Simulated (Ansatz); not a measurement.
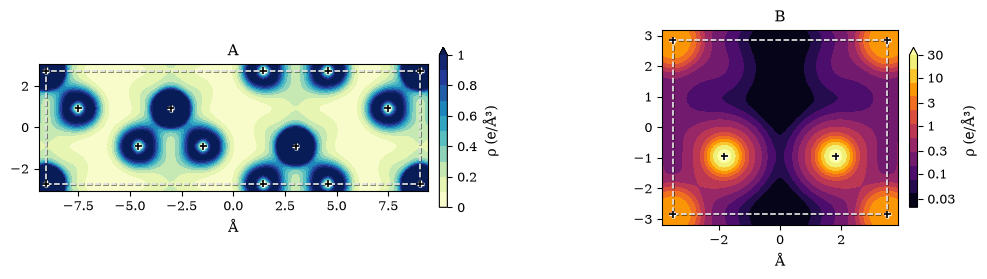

The valence charge density (pseudo) of 2 systems, each on a plane through atoms (crosses mark nuclei in the plane).

The calculation used DFT PBE+D3(BJ), scalar-relativistic, plane waves, PAW in Ansatz.

System 1: WS₂, the (110) plane of the conventional cell. Space group R3m.

```
W S
1.0
     3.15720    0.00000    0.00000
    -1.57860    2.73422    0.00000
     0.00000    0.00000   18.11792
W S
3 6
Direct
  0.66667 0.33333 0.33268
  0.33333 0.66667 0.66601
  0.00000 0.00000 0.99934
  0.66667 0.33333 0.08611
  0.33333 0.66667 0.41944
  0.00000 0.00000 0.75278
  0.33333 0.66667 0.24584
  0.00000 0.00000 0.57918
  0.66667 0.33333 0.91251
```

System 2: WSe₂, the (110) plane of the conventional cell. Space group P-6m2; a structure from a database of computed crystals, not necessarily the ambient phase.

```xyz
3
Lattice="3.2790 0.0000 0.0000 -1.6395 2.8397 0.0000 0.0000 0.0000 7.0056" Properties=species:S:1:pos:R:3 pbc="T T T"
W     0.0000    0.0000    0.0000
Se    0.0000    1.8931    1.6853
Se    0.0000    1.8931    5.3203
```

Match each panel to its system.

Panel A is system 1, WS₂: the plane holds W and S. W–S (2.41 Å): ρ is about 0.63 e/Å³ halfway. Panel B is system 2, WSe₂: the plane holds W and Se. W–Se (2.53 Å): ρ is about 0.55 e/Å³ halfway.
